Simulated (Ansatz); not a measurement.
**Run report: ZnO, geometry relaxation (part 3 of 3)**

The same run, continued: ZnO (slab, 24 atoms in the cell); DFT PBE+D3(BJ), scalar-relativistic, plane waves, PAW, no spin polarisation (Ansatz 0.2.0); cutoff 420 eV, 3×3×1 k-mesh, Gaussian smearing of 0.05 eV. The structure derives from an entry of the Crystallography Open Database. The input holds or restrains some coordinates. It belongs to a series of runs on one base structure; here: clean slab, lower planes held.

Geometry of the input (Å; fractional positions):
```
6.5095  0.0000  0.0000
0.0000  5.2564  0.0000
0.0000  0.0000  22.5769
Zn 0.5000  0.9984  0.3543
Zn 0.0000  0.9984  0.3543
O  0.5000  0.6195  0.3543
O  0.0000  0.6195  0.3543
Zn 0.7500  0.4984  0.3960
Zn 0.2500  0.4984  0.3960
O  0.7500  0.1195  0.3960
O  0.2500  0.1195  0.3960
Zn 0.7500  0.9984  0.4792
Zn 0.2500  0.9984  0.4792
O  0.7500  0.6195  0.4792
O  0.2500  0.6195  0.4792
Zn 0.0000  0.4984  0.5208
Zn 0.5000  0.4984  0.5208
O  0.0000  0.1195  0.5208
O  0.5000  0.1195  0.5208
Zn 0.0000  0.9984  0.6040
Zn 0.5000  0.9984  0.6040
O  0.0000  0.6195  0.6040
O  0.5000  0.6195  0.6040
Zn 0.2500  0.4984  0.6457
Zn 0.7500  0.4984  0.6457
O  0.2500  0.1195  0.6457
O  0.7500  0.1195  0.6457
```

Trajectory as extended XYZ (Å, eV, eV/Å), 5 frames, from step=1 to step=5:
```
24
Lattice="6.5095 0.0000 0.0000 0.0000 5.2564 0.0000 0.0000 0.0000 22.5769" Properties=species:S:1:pos:R:3:forces:R:3 step=1 energy=-46641.11853
Zn    3.2547    5.2479    8.0000    0.0000  -1.3514   1.1372
Zn    0.0000    5.2479    8.0000    0.0000  -1.3514   1.1372
O     3.2547    3.2564    8.0000    0.0000   0.7169   0.1193
O     0.0000    3.2564    8.0000    0.0000   0.7169   0.1193
Zn    4.8821    2.6197    8.9396    0.0000   0.6799  -0.7701
Zn    1.6274    2.6197    8.9396    0.0000   0.6799  -0.7701
O     4.8821    0.6282    8.9396    0.0000   0.0637  -0.9443
O     1.6274    0.6282    8.9396    0.0000   0.0637  -0.9443
Zn    4.8821    5.2479   10.8187    0.0000  -0.1248   0.2911
Zn    1.6274    5.2479   10.8187    0.0000  -0.1248   0.2911
O     4.8821    3.2564   10.8187    0.0000   0.0157   0.4489
O     1.6274    3.2564   10.8187    0.0000   0.0157   0.4489
Zn    0.0000    2.6197   11.7583    0.0000  -0.1248  -0.2911
Zn    3.2547    2.6197   11.7583    0.0000  -0.1248  -0.2911
O     0.0000    0.6282   11.7583    0.0000   0.0157  -0.4489
O     3.2547    0.6282   11.7583    0.0000   0.0157  -0.4489
Zn    0.0000    5.2479   13.6374    0.0000   0.6799   0.7701
Zn    3.2547    5.2479   13.6374    0.0000   0.6799   0.7701
O     0.0000    3.2564   13.6374    0.0000   0.0637   0.9443
O     3.2547    3.2564   13.6374    0.0000   0.0637   0.9443
Zn    1.6274    2.6197   14.5769    0.0000  -1.3514  -1.1372
Zn    4.8821    2.6197   14.5769    0.0000  -1.3514  -1.1372
O     1.6274    0.6282   14.5769    0.0000   0.7169  -0.1193
O     4.8821    0.6282   14.5769    0.0000   0.7169  -0.1193
24
Lattice="6.5095 0.0000 0.0000 0.0000 5.2564 0.0000 0.0000 0.0000 22.5769" Properties=species:S:1:pos:R:3:forces:R:3 step=2 energy=-46641.54288
Zn    3.2547    5.2479    8.0000    0.0000  -1.3530   1.1326
Zn    0.0000    5.2479    8.0000    0.0000  -1.3530   1.1326
O     3.2547    3.2564    8.0000    0.0000   0.7181   0.1222
O     0.0000    3.2564    8.0000    0.0000   0.7181   0.1222
Zn    4.8821    2.6197    8.9396    0.0000   0.6798  -0.7873
Zn    1.6274    2.6197    8.9396    0.0000   0.6798  -0.7873
O     4.8821    0.6282    8.9396    0.0000   0.0629  -0.9436
O     1.6274    0.6282    8.9396    0.0000   0.0629  -0.9436
Zn    4.8821    5.2479   10.8187    0.0000  -0.1578   0.2651
Zn    1.6274    5.2479   10.8187    0.0000  -0.1578   0.2651
O     4.8821    3.2564   10.8187    0.0000   0.0338   0.3820
O     1.6274    3.2564   10.8187    0.0000   0.0338   0.3820
Zn    0.0000    2.6175   11.7446    0.0000  -0.0344  -0.2947
Zn    3.2547    2.6175   11.7446    0.0000  -0.0344  -0.2947
O     0.0000    0.6281   11.7503    0.0000   0.0305  -0.2848
O     3.2547    0.6281   11.7503    0.0000   0.0305  -0.2848
Zn    0.0000    5.2791   13.6565    0.0000   0.2701   0.5711
Zn    3.2547    5.2791   13.6565    0.0000   0.2701   0.5711
O     0.0000    3.2792   13.6235    0.0000  -0.0935   0.6794
O     3.2547    3.2792   13.6235    0.0000  -0.0935   0.6794
Zn    1.6274    2.5350   14.4429    0.0000  -0.8346  -0.6249
Zn    4.8821    2.5350   14.4429    0.0000  -0.8346  -0.6249
O     1.6274    0.6013   14.5950    0.0000   0.6777  -0.2173
O     4.8821    0.6013   14.5950    0.0000   0.6777  -0.2173
24
Lattice="6.5095 0.0000 0.0000 0.0000 5.2564 0.0000 0.0000 0.0000 22.5769" Properties=species:S:1:pos:R:3:forces:R:3 step=3 energy=-46641.77136
Zn    3.2547    5.2479    8.0000    0.0000  -1.3454   1.1328
Zn    0.0000    5.2479    8.0000    0.0000  -1.3454   1.1328
O     3.2547    3.2564    8.0000    0.0000   0.7154   0.1329
O     0.0000    3.2564    8.0000    0.0000   0.7154   0.1329
Zn    4.8821    2.6197    8.9396    0.0000   0.6663  -0.8277
Zn    1.6274    2.6197    8.9396    0.0000   0.6663  -0.8277
O     4.8821    0.6282    8.9396    0.0000   0.0638  -0.9640
O     1.6274    0.6282    8.9396    0.0000   0.0638  -0.9640
Zn    4.8821    5.2479   10.8187    0.0000  -0.1367   0.3001
Zn    1.6274    5.2479   10.8187    0.0000  -0.1367   0.3001
O     4.8821    3.2564   10.8187    0.0000   0.0689   0.2972
O     1.6274    3.2564   10.8187    0.0000   0.0689   0.2972
Zn    0.0000    2.6186   11.7174    0.0000  -0.0065  -0.0364
Zn    3.2547    2.6186   11.7174    0.0000  -0.0065  -0.0364
O     0.0000    0.6258   11.7430    0.0000   0.0323  -0.0601
O     3.2547    0.6258   11.7430    0.0000   0.0323  -0.0601
Zn    0.0000    5.2928   13.7035    0.0000  -0.2693   0.1352
Zn    3.2547    5.2928   13.7035    0.0000  -0.2693   0.1352
O     0.0000    3.2715   13.6462    0.0000   0.1986   0.0393
O     3.2547    3.2715   13.6462    0.0000   0.1986   0.0393
Zn    1.6274    2.4374   14.2894    0.0000   0.5671  -0.1845
Zn    4.8821    2.4374   14.2894    0.0000   0.5671  -0.1845
O     1.6274    0.6330   14.5690    0.0000  -0.5547   0.0355
O     4.8821    0.6330   14.5690    0.0000  -0.5547   0.0355
24
Lattice="6.5095 0.0000 0.0000 0.0000 5.2564 0.0000 0.0000 0.0000 22.5769" Properties=species:S:1:pos:R:3:forces:R:3 step=4 energy=-46641.80531
Zn    3.2547    5.2479    8.0000    0.0000  -1.3391   1.1347
Zn    0.0000    5.2479    8.0000    0.0000  -1.3391   1.1347
O     3.2547    3.2564    8.0000    0.0000   0.7125   0.1374
O     0.0000    3.2564    8.0000    0.0000   0.7125   0.1374
Zn    4.8821    2.6197    8.9396    0.0000   0.6623  -0.8565
Zn    1.6274    2.6197    8.9396    0.0000   0.6623  -0.8565
O     4.8821    0.6282    8.9396    0.0000   0.0656  -0.9844
O     1.6274    0.6282    8.9396    0.0000   0.0656  -0.9844
Zn    4.8821    5.2479   10.8187    0.0000  -0.1521   0.3240
Zn    1.6274    5.2479   10.8187    0.0000  -0.1521   0.3240
O     4.8821    3.2564   10.8187    0.0000   0.0627   0.2653
O     1.6274    3.2564   10.8187    0.0000   0.0627   0.2653
Zn    0.0000    2.5979   11.6914    0.0000   0.0195   0.0028
Zn    3.2547    2.5979   11.6914    0.0000   0.0195   0.0028
O     0.0000    0.6191   11.7386    0.0000  -0.0331   0.0922
O     3.2547    0.6191   11.7386    0.0000  -0.0331   0.0922
Zn    0.0000    5.2411   13.7401    0.0000   0.0190  -0.1055
Zn    3.2547    5.2411   13.7401    0.0000   0.0190  -0.1055
O     0.0000    3.2571   13.6345    0.0000  -0.0032  -0.0155
O     3.2547    3.2571   13.6345    0.0000  -0.0032  -0.0155
Zn    1.6274    2.4276   14.2453    0.0000  -0.0891  -0.0016
Zn    4.8821    2.4276   14.2453    0.0000  -0.0891  -0.0016
O     1.6274    0.5910   14.5684    0.0000   0.0751   0.0076
O     4.8821    0.5910   14.5684    0.0000   0.0751   0.0076
24
Lattice="6.5095 0.0000 0.0000 0.0000 5.2564 0.0000 0.0000 0.0000 22.5769" Properties=species:S:1:pos:R:3:forces:R:3 step=5 energy=-46641.80820
Zn    3.2547    5.2479    8.0000    0.0000  -1.3415   1.1323
Zn    0.0000    5.2479    8.0000    0.0000  -1.3415   1.1323
O     3.2547    3.2564    8.0000    0.0000   0.7130   0.1363
O     0.0000    3.2564    8.0000    0.0000   0.7130   0.1363
Zn    4.8821    2.6197    8.9396    0.0000   0.6658  -0.8553
Zn    1.6274    2.6197    8.9396    0.0000   0.6658  -0.8553
O     4.8821    0.6282    8.9396    0.0000   0.0653  -0.9748
O     1.6274    0.6282    8.9396    0.0000   0.0653  -0.9748
Zn    4.8821    5.2479   10.8187    0.0000  -0.1595   0.3115
Zn    1.6274    5.2479   10.8187    0.0000  -0.1595   0.3115
O     4.8821    3.2564   10.8187    0.0000   0.0507   0.2515
O     1.6274    3.2564   10.8187    0.0000   0.0507   0.2515
Zn    0.0000    2.5978   11.6914    0.0000   0.0094   0.0075
Zn    3.2547    2.5978   11.6914    0.0000   0.0094   0.0075
O     0.0000    0.6149   11.7420    0.0000   0.0038   0.0007
O     3.2547    0.6149   11.7420    0.0000   0.0038   0.0007
Zn    0.0000    5.2359   13.7216    0.0000  -0.0060   0.0186
Zn    3.2547    5.2359   13.7216    0.0000  -0.0060   0.0186
O     0.0000    3.2490   13.6311    0.0000   0.0085  -0.0213
O     3.2547    3.2490   13.6311    0.0000   0.0085  -0.0213
Zn    1.6274    2.4131   14.2386    0.0000  -0.0110   0.0109
Zn    4.8821    2.4131   14.2386    0.0000  -0.0110   0.0109
O     1.6274    0.5821   14.5626    0.0000   0.0016  -0.0178
O     4.8821    0.5821   14.5626    0.0000   0.0016  -0.0178
```

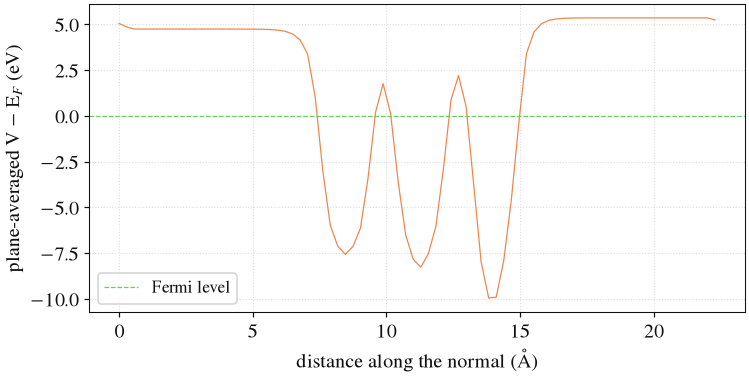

**Figure 1.** Plane average of the electrostatic potential energy of an electron across the cell, from the Fermi level. The vacuum level lies 5.35 eV above the Fermi level on the upper side and 4.73 eV on the lower.

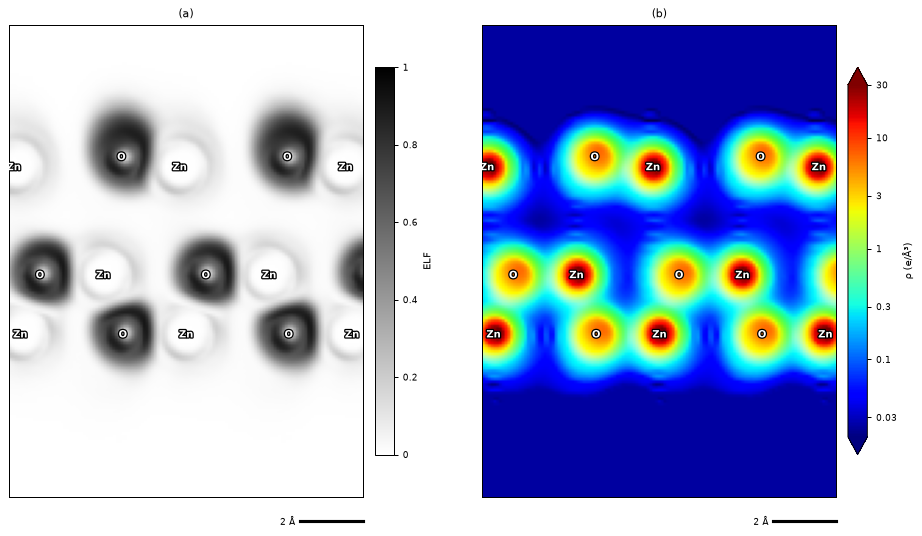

**Figure 2.** (a) ELF; (b) valence charge density (pseudo) on the (100) plane of the calculation cell, a cut from vacuum to vacuum. The section cuts through Zn and O sites. Zn–O (1.86 Å): ρ is about 0.8 e/Å³ halfway; the ELF is about 0.35 at the midpoint. Zn–O (1.98 Å): ρ is about 0.58 e/Å³ halfway; the ELF is about 0.25 at the midpoint. The density dies away to nearly zero in the vacuum. Core electrons are frozen (PAW), so the fields are smoothed inside the atomic spheres.

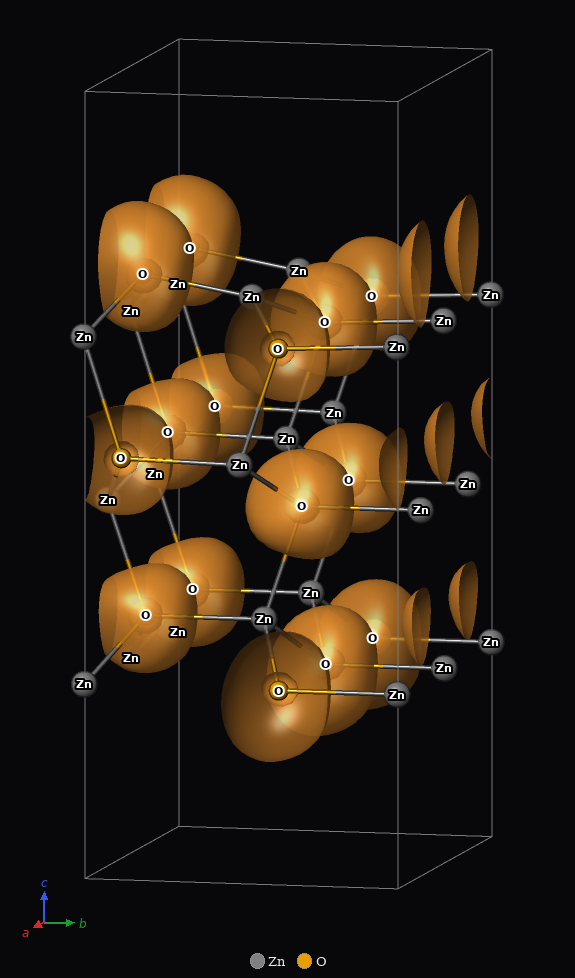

**Figure 3.** Isosurface of the ELF at 0.6 (orange), seen slightly off an axis. Only the valence region is drawn (cores and ρ < 0.01 e/Å³ removed). Sticks mark near contacts. Counts are for one cell; the picture repeats the cell along the surface.  Values along the shortest contacts: Zn–O (1.86 Å): the ELF is about 0.35 at the midpoint. Zn–O (1.93 Å): the ELF is about 0.25 at the midpoint.

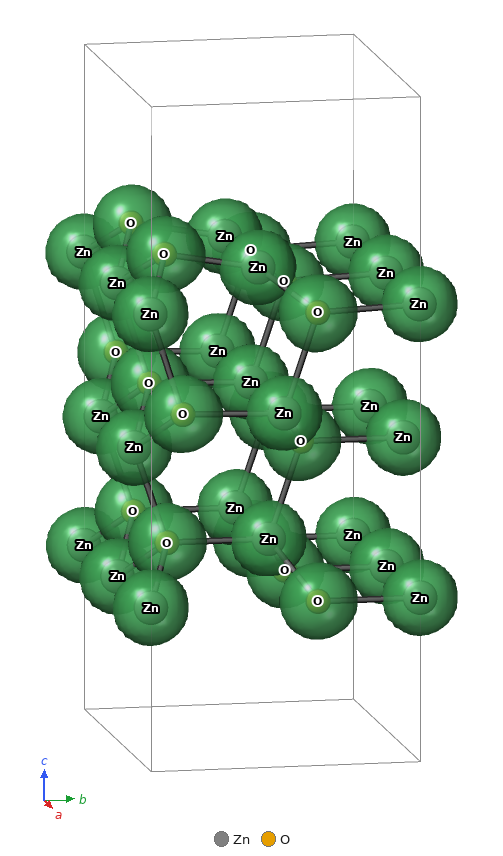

**Figure 4.** Isosurface of the valence charge density (pseudo) at 1 e/Å³ (green), seen slightly off an axis. Sticks mark near contacts. At this value the density breaks into separate islands; it holds about 70 % of the electrons treated as valence. It is pinched off along the Zn–O (1.86 Å), Zn–O (1.93 Å), Zn–O (1.97 Å) and Zn–O (2.05 Å) contacts. On the grid the lowest density along these lines, outside the cores, is 0.8 e/Å³ (Zn–O, 1.86 Å), 0.66 e/Å³ (Zn–O, 1.93 Å), 0.6 e/Å³ (Zn–O, 1.97 Å) and 0.51 e/Å³ (Zn–O, 2.05 Å).

Results in brief:

```json
{"quantity": "outcome", "value": "converged under the restraints of the input"}
{"quantity": "electrons treated", "value": "216"}
{"quantity": "free energy", "value": "−46641.8082 eV"}
{"quantity": "work function, top face", "value": "5.35 eV"}
{"quantity": "work function, bottom face", "value": "4.73 eV"}
{"quantity": "Fermi energy", "value": "−0.304 eV"}
{"quantity": "gap on the k-point mesh", "value": "0.71 eV"}
{"quantity": "final volume", "value": "772.51 Å³"}
{"quantity": "work function (upper face)", "value": "5.35 eV"}
{"quantity": "largest force (length of the vector) at the end, held atoms and coordinates included", "value": "1.755 eV/Å"}
{"quantity": "hardware", "value": "8 threads of Intel Xeon (Granite Rapids), 32 GiB of memory available, shared host"}
{"quantity": "wall time", "value": "21 s (CPU time 2.6 min)"}
{"quantity": "peak memory", "value": "2 GiB"}
```

The program warns: the exchange-correlation potential is rough where the density is thin.
